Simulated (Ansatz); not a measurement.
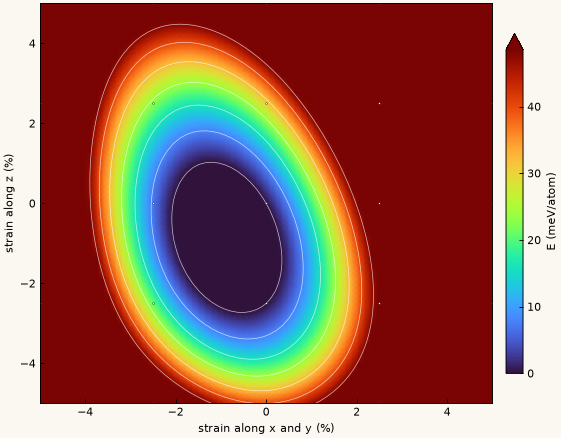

WC (Fm-3m, No. 225; 2 atoms in the cell). The cell is strained homogeneously, by one strain along x and y and another along z, with fractional coordinates fixed (x, y and z along the cube axes). First axis: strain along x and y. Second axis: strain along z. The grid has 5 × 5 points. Points are written as (first, second). Energies: meV/atom, counted from the lowest grid point. The reference cell is the one listed in the database, not relaxed at this level. The calculation used DFT PBEsol, scalar-relativistic, plane waves, PAW in Ansatz 0.2.0. Settings: cutoff 420 eV, k-mesh 18×18×18, gaussian smearing 0.15 eV, no spin polarisation.

The picture shows a smooth colour map with a few white contour lines, dots at the grid points, one colour for all values above the top of the scale. Between grid points the surface is interpolated.

**Estimate the clamped-ion elastic constants that this map fixes.**

With the cell volume of 21.1 Å³, the curvatures of the interpolated surface at its minimum give C₁₁ + C₂₂ + 2C₁₂ ≈ 2000 GPa, C₃₃ ≈ 820 GPa and C₁₃ + C₂₃ ≈ 330 GPa (clamped ions, Cartesian axes of the cell). A stretch of 1 % along z with free sides (kept equal in x and y) would change the in-plane lengths by about −0.17 %.
